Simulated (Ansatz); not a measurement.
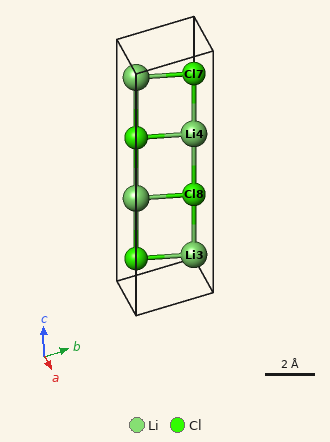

The input geometry (ball-and-stick view of the reduced cell, seen at an oblique angle; atoms are numbered from 1 in the order of the input). Near neighbours in the crystal (not all of them lie inside the picture): Li has 5 Cl at 2.42 to 2.65 Å; Cl has 5 Li at 2.42 to 2.65 Å.

## Run report: LiCl, band-structure calculation

System: LiCl (8 atoms in the cell).
Method: DFT PBEsol, scalar-relativistic, plane waves, PAW, no spin polarisation (Ansatz 0.2.0).

The structure was made by a generator, so it may or may not be a known phase. Figures and captions count atoms from 1; the log counts them from 0 in places.

The input
```yaml
crystal:
  lattice:
    - [4.1836455942, 0.0008463633, -0.1279871282]
    - [2.0916718885, 3.6271224072, -0.06430399]
    - [0.3235852211, 0.0008811281, 10.5787278738]
  atoms:
    - { symbol: Li, position: [1.1667465145, 0.1666191914, 0.8746317951] }
    - { symbol: Li, position: [0.1665194862, 0.1667445817, 0.374310572] }
    - { symbol: Li, position: [-0.1667465145, 0.8333808086, 0.1253682049] }
    - { symbol: Li, position: [0.8334805138, 0.8332554183, 0.625689428] }
    - { symbol: Cl, position: [0.1664801618, 0.1668467161, 0.1249804048] }
    - { symbol: Cl, position: [0.1666752696, 0.1667374258, 0.6251086657] }
    - { symbol: Cl, position: [0.8335198382, 0.8331532839, 0.8750195952] }
    - { symbol: Cl, position: [0.8333247304, 0.8332625742, 0.3748913343] }
basis:
  ecutwfc: 420
kpoints:
  mp_grid: { grid: [6, 6, 2] }
  band_path:
    path:
      - [[0.0, 0.0, 0.0], [0.0, 0.0, -0.5]]
      - [[0.0, -0.5, 0.0], [0.0, 0.0, 0.0], [-0.5, -0.5, 0.0]]
      - [[-0.5, 0.0, 0.5], [0.0, 0.0, 0.0], [-0.5, 0.0, 0.0]]
      - [[-0.5, -0.5, 0.5], [0.0, 0.0, 0.0], [0.0, 0.5, -0.5]]
    npoints: 14
hamiltonian:
  xc: pbesol
scf:
  occupations: { method: gaussian, width: 0.02 }
  n_extra_bands: 20
output:
  forces: true
  stress: true
  eigenvalues: true
  populations: true
  dos: { projected: true, de: 0.02, nscf_kmesh: { grid: [9, 9, 3] } }
  bader: true
  write_density: true
  write_potential: true
  elf: true
  volumetric_format: npy
```

Launch command:
```bash
ansatz run input.yaml --threads 1 --pin off --max-ram 2560MiB --backend cpu --events-out ev --progress --plain --runs-dir out
```

Output
```
scf.n_extra_bands = 20 over 20 filled bands (N_el = 40.0): the run solves 40 bands
Engine: ansatz 0.2.0, aarch64-unknown-linux-gnu
Pseudopotentials: kind: paw
Pseudopotential: Li, paw, valence charge 3, recommended cutoff 420 eV (normal), Li.paw.azcp
Pseudopotential: Cl, paw, valence charge 7, recommended cutoff 420 eV (normal), Cl.paw.azcp
Functional definition: PBEsol
  exchange = pbesol_x
  correlation = pbesol_c
Crystal: 8 atoms, lattice volume = 160.659 Å³
Basis set: ecut = 420 eV, 3077 PW (Γ), exchange–correlation on 60×60×144 points (8 copies of the dense FFT grid, shifted against one another)
Bands: 40, of which v1, the nominal top of the filled ones, is band 20 counted from 1 (19 counted from 0)
Symmetry: 2 space group operations
Space group: P-1 (ITA 2), of the structure as read, at distance tolerance 5.4e-5 Å
k-points: 40 of 72
Non-local potential: Li, projectors of the file, l = 0: 3, l = 1: 2, l = 2: 1
Non-local potential: Cl, projectors of the file, l = 0: 2, l = 1: 2, l = 2: 2
PAW form: soft (Blöchl's): semilocal exchange-correlation on the pseudo side does not see the compensation charge
PAW frozen core: Cl, regenerated for the run's functional, and the local potential with it (the file was generated under x = pbe(κ = 0.804, μ = 0.2195149727645171), c = pbe(β = 0.06672455060314922))
PAW one-centre angular grid: Li, 110 points (default); XC on 64 Gauss nodes
PAW one-centre angular grid: Cl, 110 points (default); XC on 64 Gauss nodes
Initial density: superposition of atomic densities (neutral atoms: chi_scale 0, normalization atom), corrected by the library's trained network
Initial wavefunctions: pseudopotential atomic-orbital guess
Functional: x = pbesol(κ = 0.804, μ = 0.12345679012345678), c = pbesol(β = 0.046)
SCF iter   1: F=—  HF=-5069.731833 eV  |F-HF|=—  |Δ(HF+E_count)|=         —  Δρ=3.17e-3  dr2=2.12e-2  ethr=1.77e-3  ⟨swp⟩=7.2  Hψ=7673  notcnv=0  defer=118
preconditioner: auto → Resta (q_TF=auto, 2.164 Å⁻¹)  ε∞=2.3  [insulator: Δε(μ)=5.335 eV  Ē_g=14.389 eV  σ=0.020 eV  W_gap=1.00  n_scr=36 (ndim 8)  ℏωp=16.6 eV  f_vac=0.064  D(μ)=0.00/eV (n_scr^D=0)  ε∞_Penn≈2.3]
SCF iter   2: F=—  HF=-5069.723566 eV  |F-HF|=—  |Δ(HF+E_count)|=   8.27e-3  Δρ=1.18e-3  dr2=2.34e-3  ethr=5.30e-5  ⟨swp⟩=2.9  Hψ=2711  notcnv=0  defer=580
SCF iter   3: F=—  HF=-5069.722934 eV  |F-HF|=—  |Δ(HF+E_count)|=   6.31e-4  Δρ=3.00e-4  dr2=9.59e-5  ethr=5.85e-6  ⟨swp⟩=2.0  Hψ=1967  notcnv=0  defer=580
SCF iter   4: F=—  HF=-5069.723083 eV  |F-HF|=—  |Δ(HF+E_count)|=   1.48e-4  Δρ=4.59e-5  dr2=4.27e-6  ethr=2.40e-7  ⟨swp⟩=2.8  Hψ=1838  notcnv=0  defer=580
SCF iter   5: F=—  HF=-5069.723088 eV  |F-HF|=—  |Δ(HF+E_count)|=   5.20e-6  Δρ=1.01e-5  dr2=1.76e-7  ethr=1.07e-8  ⟨swp⟩=2.0  Hψ=1500  notcnv=0  defer=580
SCF iter   6: F=-5069.723088 eV  HF=-5069.723088 eV  |F-HF|=4.49e-8  |Δ(HF+E_count)|=   3.44e-7  Δρ=2.92e-6  dr2=1.96e-8  ethr=2.50e-10  ⟨swp⟩=16.1  Hψ=10822  notcnv=0
SCF 1 converged in 6 iterations: F = -5069.723088 eV  dr2 = 1.96e-8
  greatest PAW one-centre occupation: 1.000 electrons in one spin orbital (limit 2), on the Li atom at site 2 (counted from 0), in its partial waves of l = 0
```

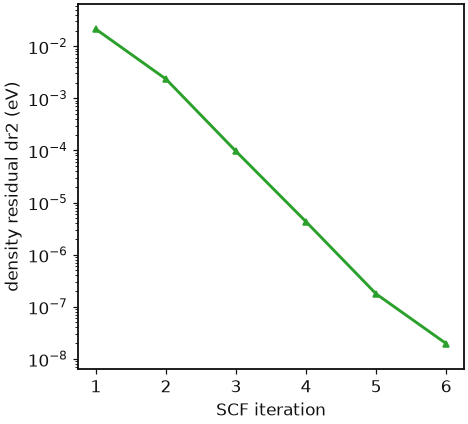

Convergence of the self-consistent field: density residual dr2 against the SCF iteration. The residual falls at every step.

```
NSCF: frozen V_eff on 102 k-points
NSCF: frozen V_eff on 122 k-points
SCF converged after 6 iterations
Free energy (F): -5069.723088 eV
Harris-Foulkes:  -5069.723088 eV  (|F-HF|=4.49e-8)
Internal energy: -5069.723088 eV  (E = F + TS)
E sigma→0 (E₀):  -5069.723088 eV
Fermi energy:    3.099393 eV
--- Per-component energies (eV) ---
  E_band       = -463.045368
  E_kinetic    = 731.798709
  E_local      = -1567.770493  (includes V_loc(G=0)·N_el)
  E_nonlocal   = -16.796418
  E_hartree    = 484.213510
  E_xc         = -467.477650
  E_vxc        = -542.037063  (∫ρ·V_xc dr)
  E_paw        = -2646.120003  (= ΣΔE_a)
  E_vpaw       = -36.668505  (= ΣTr[D̂ρ^β])
  E_aug_tail   = 0.000403  (compensation charges beyond the density's cutoff)
  E_ewald      = -1587.884874
  E_core_change = 0.313728  (= ΣΔE_core)
  E_smearing   = -0.000000  (= −TS)
  E_closure    = -0.000000  (closes the sum)
  Σ components = -5069.723088   (vs F -5069.723088, Δ=0.00e0)
--- Forces (eV/Å), atoms counted from 1 ---
  atom   1  Li    -0.00004758     0.00017636     0.00103473
  atom   2  Li     0.00045085    -0.00007041     0.00439179
  atom   3  Li     0.00004758    -0.00017636    -0.00103473
  atom   4  Li    -0.00045085     0.00007041    -0.00439179
  atom   5  Cl     0.00021108    -0.00022351    -0.00035254
  atom   6  Cl    -0.00009995     0.00000166    -0.00024972
  atom   7  Cl    -0.00021108     0.00022351     0.00035254
  atom   8  Cl     0.00009995    -0.00000166     0.00024972
  max |Σ_I F_I| component: 0.00e0 eV/Å
--- Stress (GPa, compression-positive) ---
       -0.939506      -0.000436      -0.013246
       -0.000436      -0.943345       0.000050
       -0.013246       0.000050      -1.374441
  P = ⅓ Tr σ = -1.0858 GPa (-10.858 kbar)
--- Band table (eV; the first three rows and the last of 40) ---
  k-point 0: bands = ["-42.4928", "-42.4911", "-42.4898", "-42.4881", "-12.8652", "-12.5472", "-12.5454", "-12.1696", "-2.3439", "-1.0552", "-1.0501", "-0.9412", "-0.9389", "-0.5734", "-0.5718", "-0.5695", "-0.5679", "-0.1880", "-0.1874", "0.4069", "5.7919", "7.7384", "7.7406", "8.2092", "9.0258", "9.0311", "9.0475", "9.0493", "9.0501", "9.0517", "10.0286", "10.0497", "10.3367", "10.3374", "11.7111", "11.9621", "11.9671", "12.8901", "14.3589", "14.7006"]
  k-point 1: bands = ["-42.4927", "-42.4914", "-42.4895", "-42.4882", "-12.7792", "-12.7742", "-12.2890", "-12.2856", "-1.9749", "-1.9685", "-0.8373", "-0.8350", "-0.8321", "-0.8301", "-0.3024", "-0.3018", "-0.3000", "-0.2987", "-0.0594", "-0.0556", "6.4093", "6.4099", "8.2727", "8.2727", "8.8752", "8.8782", "8.8800", "8.8818", "9.7692", "9.7693", "9.7700", "9.7711", "10.6890", "10.6926", "11.2887", "11.2932", "12.9924", "12.9964", "12.9985", "13.0017"]
  k-point 2: bands = ["-42.4926", "-42.4910", "-42.4897", "-42.4882", "-12.8091", "-12.5257", "-12.5241", "-12.1943", "-2.1872", "-1.4083", "-1.4075", "-1.1572", "-1.0884", "-0.6588", "-0.6543", "-0.4603", "-0.3524", "-0.3511", "-0.1841", "0.2392", "6.3251", "7.4854", "7.4872", "8.4740", "9.0463", "9.5449", "9.5475", "9.5907", "9.7194", "9.7451", "10.0051", "10.0121", "10.3246", "10.7383", "10.8425", "11.4508", "11.7446", "13.7355", "14.7502", "14.9167"]
  k-point 39: bands = ["-42.4915", "-42.4910", "-42.4891", "-42.4885", "-12.5369", "-12.5325", "-12.3794", "-12.3753", "-2.1100", "-2.1084", "-1.5879", "-1.5877", "-1.2963", "-1.2908", "-0.8050", "-0.8019", "-0.4500", "-0.4480", "-0.0656", "-0.0623", "7.5093", "7.5109", "7.6475", "7.6517", "9.5511", "9.5519", "10.5575", "10.5636", "10.7998", "10.8017", "10.8180", "10.8234", "12.0592", "12.0645", "12.5049", "12.5070", "13.7396", "13.7444", "14.1574", "14.1609"]
--- Löwdin populations: 8 sites ---
  site symbol       q [e]
     0     Li      2.3121
     1     Li      2.3121
     2     Li      2.3121
     3     Li      2.3121
     4     Cl      7.6274
     5     Cl      7.6275
     6     Cl      7.6274
     7     Cl      7.6275
  spilling = 0.006042 (of n_electrons = 40.000000)
--- Bader charges: 8 sites ---
  site symbol  charge [e]  shift [e]
     0     Li      0.8969     0.0006
     1     Li      0.8970     0.0006
     2     Li      0.8969     0.0006
     3     Li      0.8970     0.0006
     4     Cl     -0.8970     0.0006
     5     Cl     -0.8969     0.0006
     6     Cl     -0.8970     0.0006
     7     Cl     -0.8969     0.0006
  estimated error of the sums over rays = 1.7e-4 e
```

File bader_charges.tsv
```
# site	symbol	x_ang	y_ang	z_ang	partial_charge_e	electrons	volume_ang3	relative_density_drop	shared_charge_e	partial_wave_shift_e
# quadrature_error_electrons = 1.7e-4
0	Li	5.5128	0.6061	9.0924	0.89694	2.10306	3.84	-	0.89694	0.00057
1	Li	1.1666	0.6053	3.9277	0.89698	2.10302	3.84	-	0.89698	0.00057
2	Li	1.0861	3.0227	1.2940	0.89694	2.10306	3.84	-	0.89694	0.00057
3	Li	5.4323	3.0236	6.4587	0.89698	2.10302	3.84	-	0.89698	0.00057
4	Cl	1.0859	0.6054	1.2901	-0.89697	17.89697	36.03	-	-0.89697	0.00057
5	Cl	1.2483	0.6055	6.5808	-0.89694	17.89694	36.05	-	-0.89694	0.00057
6	Cl	5.5130	3.0234	9.0963	-0.89697	17.89697	36.03	-	-0.89697	0.00057
7	Cl	5.3506	3.0234	3.8056	-0.89694	17.89694	36.05	-	-0.89694	0.00057
```

File populations.tsv
```
# site	symbol	l	j	q
# orbitals = lowdin
# n_electrons = 40.000000
# spilling = 0.006042
0	Li	0_1S	-	1.985179
0	Li	0_2S	-	0.326952
1	Li	0_1S	-	1.985217
1	Li	0_2S	-	0.326913
2	Li	0_1S	-	1.985179
2	Li	0_2S	-	0.326952
3	Li	0_1S	-	1.985217
3	Li	0_2S	-	0.326913
4	Cl	0_3S	-	1.873403
4	Cl	1_3P	-	5.754018
5	Cl	0_3S	-	1.873507
5	Cl	1_3P	-	5.753969
6	Cl	0_3S	-	1.873403
6	Cl	1_3P	-	5.754018
7	Cl	0_3S	-	1.873507
7	Cl	1_3P	-	5.753969
```

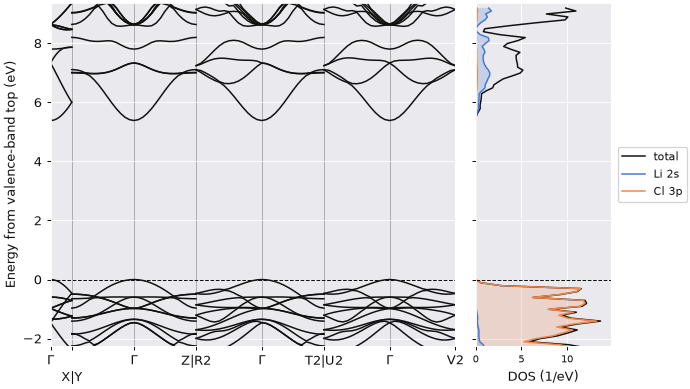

Band structure along Γ–X|Y–Γ–Z|R2–Γ–T2|U2–Γ–V2 and density of states (projected on Löwdin-orthogonalised atomic shells), with energies from the valence-band top. There is a gap of 5.38 eV on this path, direct, at Γ.

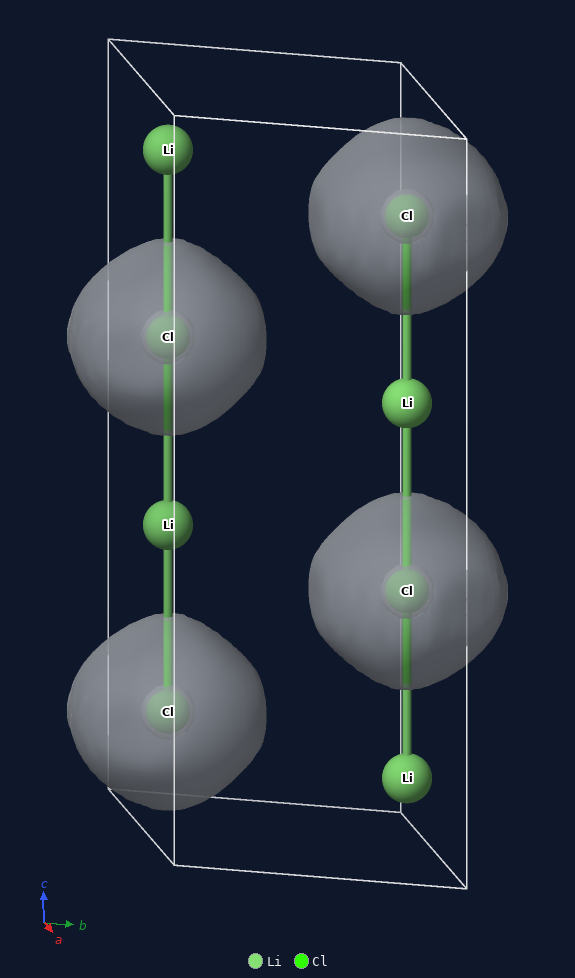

Isosurface of the electron localisation function at 0.65 (grey), seen slightly off an axis. Core shells and regions of very low density are left out. Sticks mark near contacts. The outline is the calculation cell. Along the contacts the grid gives the following. Li–Cl (2.42 Å): the ELF is about 0.80 at the midpoint. Li–Cl (2.64 Å): the ELF is about 0.70 at the midpoint, which marks a closed-shell, largely ionic contact. In a PAW calculation such maps are meaningful between the atoms, not at the nuclei.

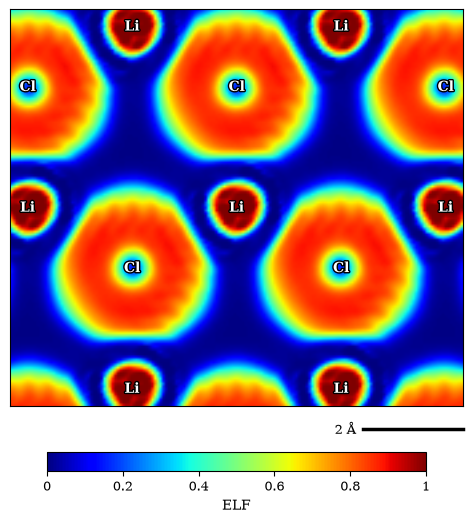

Electron localisation function on the (001) plane of the calculation cell. The section cuts through Li and Cl sites. Li–Cl (2.42 Å): the ELF is about 0.80 at the midpoint. The strong features right at Li lie inside the PAW spheres (semicore, d or f shells) and say nothing about bonding.

Key numbers

| quantity | value |
| --- | --- |
| outcome | converged |
| space group (tolerance 0.01 Å) | P-3m1 (164) |
| electrons treated | 40 |
| free energy | −5069.7231 eV |
| Fermi energy | 3.099 eV |
| gap on the k-point mesh | 5.38 eV |
| gap on the band path | 5.38 eV |
| pressure | −1.09 GPa |
| largest force (length of the vector) | 0.004 eV/Å |
| hardware | 1 thread of Arm Neoverse V1, 24 GiB of memory available, shared host |
| wall time | 1.7 min |
| peak memory | 0.65 GiB |
